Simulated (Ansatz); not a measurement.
# HgSe2: density-of-states calculation (part 1 of 2)

The run: density-of-states calculation of HgSe2 (R-3m, 3 atoms in the cell). Method and program: DFT with HSE06, PAW plane waves, spin–orbit coupling (Ansatz 0.2.0).

The structure is a generated one, with these elements put on the sites of a known structure type; it need not be a known phase. Figures and captions count atoms from 1; the log counts them from 0 in places.

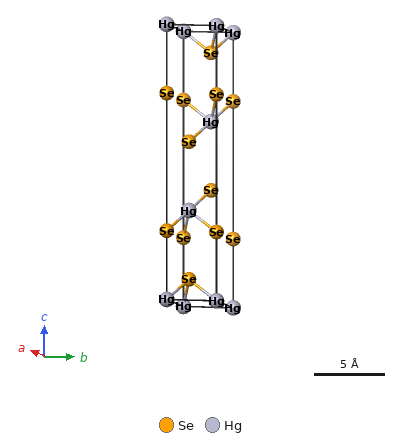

*The input geometry (ball-and-stick view of the cell 3 times as large as that of the calculation, set on its symmetry axes, seen at an oblique angle).*

## The input
```yaml
crystal:
  lattice:
    - [0.949733, -3.522321, 0.0]
    - [0.949733, -1.633118, -3.120842]
    - [7.00655, 0.0, 0.0]
  atoms:
    - { symbol: Se, position: [0.75, 0.75, 0.75] }
    - { symbol: Se, position: [0.25, 0.25, 0.25] }
    - { symbol: Hg, position: [0.0, 0.0, 0.0] }
kpoints:
  mp_grid: { grid: [4, 4, 4], shift: [0, 0, 0] }
magnetization:
  noncollinear: true
  spin_orbit: true
scf:
  occupations: { method: fermi_dirac, width: 0.0168 }
hamiltonian:
  pseudopotentials: { kind: paw_fr }
  xc: hse06
basis:
  ecutwfc: 420
  fft_grid_basis: typed
output:
  forces: true
  stress: true
  eigenvalues: true
  bader: true
  populations: true
  elf: true
  write_potential: true
  volumetric_format: npy
  dos:
    e_range: [-12, 8]
    de: 0.05
    projected: { site_lists: { Hg: [Hg], Se: [Se] } }
    method: { smearing: { sigma: 0.1, scheme: gaussian } }
  write_density: true
```

Run as:
```bash
ansatz run input.yaml --threads 2 --pin off --max-ram 5120MiB --backend cpu --events-out ev --progress --plain --runs-dir out
```

## The program's output
```
Warning: crystal.lattice misses the space group found at crystal.symmetry.tolerance 1.0e-5 in a digit that the deck types, which is why this is a warning: making the lattice exact moves one of its numbers by a whole unit of that number's last typed decimal, or more. The operation that it misses by the most changes a squared length by the fraction 2.13e-6. The run uses the lattice that is a stretch of the typed one, with no rotation, onto the one that keeps every operation to a double's rounding (on a very oblique basis the stretch itself rounds by more); the deck's lattice vector that moved farthest moved by 2.49e-6 Å. To run the lattice as typed, set crystal.symmetry.tolerance under 8.06e-7, the least fraction by which an operation that the lattice misses changes a squared length (the same key also sets how far an atom may lie from its image, so lowering it can lose operations that the atoms keep only within it), or set crystal.symmetry.detect: false (a key that needs symmetry detection or time reversal refuses this as the deck is read). crystal.lattice made exact, in Å and degrees: [[0.9497340968043125, -3.522320170984624, -1.4654744179551616e-6], [0.9497340968041081, -1.6331189140661442, -3.1208431552141644], [7.0065512596757875, -1.8420974667039985e-6, -1.1151140070258182e-6]]. Pasted over the deck's crystal.lattice, beside positions in fractional coordinates, it runs the same cell (given as lengths and angles, that cell in the form's own orientation, a rigid turn of the misfit's size from the one run here, for which a checkpoint.post_process_only pass over this run's state can be refused: where this run relaxes nothing, give such a pass this deck's own crystal.lattice, as typed; behind a relaxation, as crystal.lattice, the state's own cell, identity.cell in its checkpoint.json), and a matrix so pasted ends this notice, except on a very skew basis of the lattice, where the rounding of the pasted numbers themselves can read as a misfit: the cell is then moved again, and that move is told again. The lattice as run is in this notice's lattice.as_run_ang field (Run.prep()["deck_notices"] in Python, the deck_notice line of an events file, deck_notices of ansatz run --dry-run=json, or deck_notices in record.json in the deck's checkpoint.write directory).
Warning: output.stress: scf.convergence.dr2_threshold = 1e-7 eV (the SCF's general default) is looser than the 3e-10 eV advised for a printed stress (1e-10 eV for each atom of the cell: 3). What an SCF threshold leaves in a stress goes as its square root, and in the free energy as the threshold itself, and one threshold admits the most on a small cell: of the crystals measured, under no hybrid functional and no lock of the moments, on runs that ended without the residual-converged pass, on stresses that held no estimate of that error, the worst erred by over 100 MPa in a component at 1e-7 eV an atom and by under 5 at 1e-10. Set scf.convergence.dr2_threshold to 3e-10 eV or tighter. The threshold is an SCF's pass mark: one that does not reach it within its budget of iterations ends unconverged, or closes short of it on a stop that the run arms, and scf.convergence.dr2_threshold's page says what that costs each kind of run
Warning: output.stress: scf.exx.energy_threshold = 1e-6 eV is looser than the 3e-8 eV advised for a stress under a hybrid functional (1e-8 eV for each atom of the cell: 3). Every SCF of the exchange loop can meet its threshold on dr2 while the loop round them stops early: no threshold on dr2 bounds what that leaves in the stress. Set scf.exx.energy_threshold to 3e-8 eV or tighter. The threshold is the loop's pass mark: a loop that does not reach it within its budget of cycles ends unconverged, and scf.exx.energy_threshold's page has the law
Engine: ansatz 0.2.0, aarch64-unknown-linux-gnu
Pseudopotentials: kind: paw_fr
Pseudopotential: Se, paw_fr, valence charge 16, recommended cutoff 420 eV (normal), Se.paw.azcp#standard-fr
Pseudopotential: Hg, paw_fr, valence charge 20, recommended cutoff 420 eV (normal), Hg.paw.azcp#standard-fr
Functional definition: HSE06
  parameter a = 0.25
  parameter omega = 0.11/bohr
  exchange = pbe_x - a*pbe_x_sr(omega) + a*exact_x_sr(omega)
  correlation = pbe_c
non-collinear run that drives no moment, with spin-orbit: no starting moment large enough to seed its density (crystal.atoms[].spin), no starting occupations that ask for one, no magnetisation constraint and no magnetic field, so the semilocal B_xc is pinned to zero
Crystal: 3 atoms, lattice volume = 77.020 Å³
Basis set: ecut = 420 eV, 1463 PW (Γ), exchange–correlation on 50×50×96 points (8 copies of the dense FFT grid, shifted against one another)
Bands: 64, of which v1, the nominal top of the filled ones, is band 52 counted from 1 (51 counted from 0)
Symmetry: 12 space group operations + 12 with time reversal
Magnetic group: BNS 166.98 (UNI 1328), of the structure as read, at distance tolerance 4.3e-5 Å
k-points: 13 of 64
Projection manifold: j_resolved (fully-relativistic pseudo-atomic orbitals)
Non-local potential: Se, projectors of the file, l = 0: 2, l = 1: 4, l = 2: 6, l = 3: 2
Non-local potential: Hg, projectors of the file, l = 0: 3, l = 1: 4, l = 2: 4, l = 3: 2
PAW form: soft (Blöchl's): semilocal exchange-correlation on the pseudo side does not see the compensation charge
PAW frozen core: Se, regenerated for the run's functional, and the local potential with it (the file was generated under x = pbe(κ = 0.804, μ = 0.2195149727645171), c = pbe(β = 0.06672455060314922))
PAW frozen core: Hg, regenerated for the run's functional, and the local potential with it (the file was generated under x = pbe(κ = 0.804, μ = 0.2195149727645171), c = pbe(β = 0.06672455060314922))
PAW one-centre angular grid: Se, 590 points (default); XC on 193 of its mesh's 2701 points in the sphere
PAW one-centre angular grid: Hg, 590 points (default); XC on 96 Gauss nodes
Initial density: superposition of atomic densities (chi_scale 0.1, normalization cell, long waves kept (reshape's long-wave potential 0.24 eV rms))
Initial wavefunctions: pseudopotential atomic-orbital guess
Functional: x = pbe(κ = 0.804, μ = 0.2195149727645171), c = pbe(β = 0.06672455060314922), warm-up for x = pbe(κ = 0.804, μ = 0.2195149727645171) + 0.25 (exact − pbe) at short range (hse, ω = 0.20786987370883472 Å⁻¹), c = pbe(β = 0.06672455060314922); HSE06 as pw.x's `hse` composes it (authors' and Libxc's form: `xc: wpbeh`)
SCF iter   1: F=—  HF=-24792.122420 eV  |F-HF|=—  |Δ(HF+E_count)|=         —  Δρ=3.41e-2  dr2=2.16e0  dr2_m=0.00e0 (ungated)  ethr=1.00e-1  |M|=0.00e0 ∫|m|=0.00e0 μB  |m|>n=0.0e0 m-floor=0.0e0 τ_xc=0.0e0  β_m=0.30  ⟨swp⟩=5.8  Hψ=2668  notcnv=0
preconditioner: auto → Kerker (q_TF=auto, 2.555 Å⁻¹)  [metal: Δε(μ)=0.032 eV  Ē_g=11.894 eV  σ=0.017 eV  W_gap=0.38  n_scr=28 (ndim 8)  ℏωp=20.7 eV  f_vac=0.106  D(μ)=7.42/eV (n_scr^D=104)]
spin=Noncollinear: Kerker preconditioning applied to the charge; magnetization (m_x, m_y, m_z) channels mix plain (no charge-response kernel on spin).
SCF iter   2: F=—  HF=-24791.902121 eV  |F-HF|=—  |Δ(HF+E_count)|=   2.20e-1  Δρ=2.34e-2  dr2=1.22e0  dr2_m=0.00e0 (ungated)  ethr=4.16e-3  |M|=0.00e0 ∫|m|=0.00e0 μB  |m|>n=0.0e0 m-floor=0.0e0 τ_xc=0.0e0  β_m=0.60  ⟨swp⟩=3.5  Hψ=1773  notcnv=0  defer=6
preconditioner: auto → none  [insulator: Δε(μ)=0.182 eV  Ē_g=11.766 eV  σ=0.017 eV  W_gap=0.55  n_scr=28 (ndim 8)  ℏωp=20.7 eV  f_vac=0.102  D(μ)=8.08/eV (n_scr^D=110)]
SCF iter   3: F=—  HF=-24791.677680 eV  |F-HF|=—  |Δ(HF+E_count)|=   2.24e-1  Δρ=8.90e-3  dr2=2.39e-1  dr2_m=0.00e0 (ungated)  ethr=2.35e-3  |M|=0.00e0 ∫|m|=0.00e0 μB  |m|>n=0.0e0 m-floor=0.0e0 τ_xc=0.0e0  β_m=0.50  ⟨swp⟩=5.1  Hψ=2097  notcnv=0  defer=6
iter 4 solved again at ethr=5.46e-6 eV; its pass at ethr=4.59e-4 eV (dr2=2.84e-3 eV) is discarded
SCF iter   4: F=—  HF=-24791.619877 eV  |F-HF|=—  |Δ(HF+E_count)|=   5.78e-2  Δρ=3.05e-3  dr2=2.76e-3  dr2_m=0.00e0 (ungated)  ethr=5.46e-6  |M|=0.00e0 ∫|m|=0.00e0 μB  |m|>n=0.0e0 m-floor=0.0e0 τ_xc=0.0e0  β_m=0.60  ⟨swp⟩=4.6  Hψ=4051  notcnv=0  defer=11
SCF iter   5: F=—  HF=-24791.620443 eV  |F-HF|=—  |Δ(HF+E_count)|=   5.66e-4  Δρ=6.61e-4  dr2=1.90e-4  dr2_m=0.00e0 (ungated)  ethr=5.32e-6  |M|=0.00e0 ∫|m|=0.00e0 μB  |m|>n=0.0e0 m-floor=0.0e0 τ_xc=0.0e0  β_m=0.63  ⟨swp⟩=3.2  Hψ=1858  notcnv=0  defer=4
SCF iter   6: F=—  HF=-24791.620506 eV  |F-HF|=—  |Δ(HF+E_count)|=   6.39e-5  Δρ=1.05e-4  dr2=4.84e-6  dr2_m=0.00e0 (ungated)  ethr=3.65e-7  |M|=0.00e0 ∫|m|=0.00e0 μB  |m|>n=0.0e0 m-floor=0.0e0 τ_xc=0.0e0  β_m=0.63  ⟨swp⟩=4.2  Hψ=2170  notcnv=0
SCF iter   7: F=—  HF=-24791.620507 eV  |F-HF|=—  |Δ(HF+E_count)|=   6.60e-7  Δρ=4.81e-5  dr2=1.14e-6  dr2_m=0.00e0 (ungated)  ethr=9.31e-9  |M|=0.00e0 ∫|m|=0.00e0 μB  |m|>n=0.0e0 m-floor=0.0e0 τ_xc=0.0e0  β_m=0.68  ⟨swp⟩=3.0  Hψ=2064  notcnv=0
SCF iter   8: F=—  HF=-24791.620507 eV  |F-HF|=—  |Δ(HF+E_count)|=   2.57e-7  Δρ=6.43e-6  dr2=4.31e-8  dr2_m=0.00e0 (ungated)  ethr=2.19e-9  |M|=0.00e0 ∫|m|=0.00e0 μB  |m|>n=0.0e0 m-floor=0.0e0 τ_xc=0.0e0  β_m=0.64  ⟨swp⟩=3.0  Hψ=1814  notcnv=0
SCF iter   9: F=—  HF=-24791.620507 eV  |F-HF|=—  |Δ(HF+E_count)|=   1.51e-9  Δρ=2.12e-6  dr2=3.43e-9  dr2_m=0.00e0 (ungated)  ethr=8.29e-11  |M|=0.00e0 ∫|m|=0.00e0 μB  |m|>n=0.0e0 m-floor=0.0e0 τ_xc=0.0e0  β_m=0.79  ⟨swp⟩=3.1  Hψ=1986  notcnv=0
SCF iter  10: F=-24791.620507 eV  HF=-24791.620507 eV  |F-HF|=6.18e-11  |Δ(HF+E_count)|=  9.39e-10  Δρ=3.42e-7  dr2=1.15e-10  dr2_m=0.00e0 (ungated)  ethr=6.60e-12  |M|=0.00e0 ∫|m|=0.00e0 μB  |m|>n=0.0e0 m-floor=0.0e0 τ_xc=0.0e0  ⟨swp⟩=3.5  Hψ=1701  notcnv=0
SCF 1 converged in 10 iterations: F = -24791.620507 eV  dr2 = 1.15e-10
  greatest PAW one-centre occupation: 1.000 electrons in one spin orbital (limit 2), on the Hg atom at site 2 (counted from 0), in its partial waves of l = 0
Projection manifold: j_resolved (fully-relativistic pseudo-atomic orbitals)
Initial density: handed on by an earlier stage of this run
Initial wavefunctions: those handed on with the density
Functional: x = pbe(κ = 0.804, μ = 0.2195149727645171) + 0.25 (exact − pbe) at short range (hse, ω = 0.20786987370883472 Å⁻¹), c = pbe(β = 0.06672455060314922); HSE06 as pw.x's `hse` composes it (authors' and Libxc's form: `xc: wpbeh`)
Exchange kernel: α = 0.2500, screened, ω = 0.2079 Å⁻¹, Wigner–Seitz truncation, v(0) = 1026.3697 eV·Å³, q-mesh 4×4×4, nearest image of the exchange supercell L = 14.59 Å, pair-density grid 24×24×45, without the augmentation charges, whose exchange is taken in its separable form by FFT convolution over the k-point mesh (the finest that the files' search goes to), smooth part of the exact exchange by density-matrix convolution
Frozen-core exchange: fock
iter 1 solved again at ethr=4.64e-5 eV; its pass at ethr=1.00e-1 eV (dr2=2.41e-2 eV) is discarded
SCF iter   1: F=—  HF=-24770.190278 eV  |F-HF|=—  |Δ(HF+E_count)|=         —  Δρ=6.72e-3  dr2=2.53e-2  dr2_m=0.00e0 (ungated)  ethr=4.64e-5  |M|=0.00e0 ∫|m|=0.00e0 μB  |m|>n=0.0e0 m-floor=0.0e0 τ_xc=0.0e0  β_m=0.30  ⟨swp⟩=4.7  Hψ=4258  notcnv=0
preconditioner: auto → none  [insulator: Δε(μ)=0.334 eV  Ē_g=13.072 eV  σ=0.017 eV  W_gap=0.51  n_scr=28 (ndim 8)  ℏωp=20.7 eV  f_vac=0.109  D(μ)=7.86/eV (n_scr^D=110)]
SCF iter   2: F=—  HF=-24770.188076 eV  |F-HF|=—  |Δ(HF+E_count)|=   2.20e-3  Δρ=3.91e-3  dr2=4.66e-3  dr2_m=0.00e0 (ungated)  ethr=4.64e-5  |M|=0.00e0 ∫|m|=0.00e0 μB  |m|>n=0.0e0 m-floor=0.0e0 τ_xc=0.0e0  β_m=0.41  ⟨swp⟩=3.5  Hψ=1950  notcnv=0  defer=4
SCF iter   3: F=—  HF=-24770.185361 eV  |F-HF|=—  |Δ(HF+E_count)|=   2.72e-3  Δρ=1.83e-3  dr2=1.36e-3  dr2_m=0.00e0 (ungated)  ethr=8.07e-6  |M|=0.00e0 ∫|m|=0.00e0 μB  |m|>n=0.0e0 m-floor=0.0e0 τ_xc=0.0e0  β_m=0.43  ⟨swp⟩=3.6  Hψ=2166  notcnv=0
SCF iter   4: F=—  HF=-24770.185229 eV  |F-HF|=—  |Δ(HF+E_count)|=   1.32e-4  Δρ=7.79e-4  dr2=2.07e-4  dr2_m=0.00e0 (ungated)  ethr=2.36e-6  |M|=0.00e0 ∫|m|=0.00e0 μB  |m|>n=0.0e0 m-floor=0.0e0 τ_xc=0.0e0  β_m=0.54  ⟨swp⟩=3.5  Hψ=1816  notcnv=0  defer=4
SCF iter   5: F=—  HF=-24770.185292 eV  |F-HF|=—  |Δ(HF+E_count)|=   6.35e-5  Δρ=1.24e-4  dr2=1.62e-5  dr2_m=0.00e0 (ungated)  ethr=3.16e-7  |M|=0.00e0 ∫|m|=0.00e0 μB  |m|>n=0.0e0 m-floor=0.0e0 τ_xc=0.0e0  β_m=0.64  ⟨swp⟩=3.5  Hψ=1872  notcnv=0  defer=2
SCF iter   6: F=-24770.185306 eV  HF=-24770.185306 eV  |F-HF|=3.45e-7  |Δ(HF+E_count)|=   1.40e-5  Δρ=2.89e-5  dr2=2.82e-6  dr2_m=0.00e0 (ungated)  ethr=1.57e-8  |M|=0.00e0 ∫|m|=0.00e0 μB  |m|>n=0.0e0 m-floor=0.0e0 τ_xc=0.0e0  ⟨swp⟩=4.1  Hψ=2293  notcnv=0
SCF 2 stopped early in 6 iterations: F = -24770.185306 eV  dr2 = 2.82e-6
  Residual-converged pass: ⟨swp⟩=3.0  Hψ=1888  notcnv=0  max |occ|·‖R‖ = 6.3e-6 eV (tolerance 6.7e-6 eV)  dr2=2.83e-6  dr2_m=0.00e0 (ungated)  dr2_onsite=3.46e-7  max |Δocc| = 1.7e-9
  greatest PAW one-centre occupation: 1.001 electrons in one spin orbital (limit 2), on the Hg atom at site 2 (counted from 0), in its partial waves of l = 0
hybrid outer 1: dexx = +1.146e-2 eV, tail = 8.70e-5 eV
Projection manifold: j_resolved (fully-relativistic pseudo-atomic orbitals)
Exchange kernel: α = 0.2500, screened, ω = 0.2079 Å⁻¹, Wigner–Seitz truncation, v(0) = 1026.3697 eV·Å³, q-mesh 4×4×4, nearest image of the exchange supercell L = 14.59 Å, pair-density grid 24×24×45, without the augmentation charges, whose exchange is taken in its separable form by FFT convolution over the k-point mesh (the finest that the files' search goes to), smooth part of the exact exchange by density-matrix convolution
Frozen-core exchange: fock
```
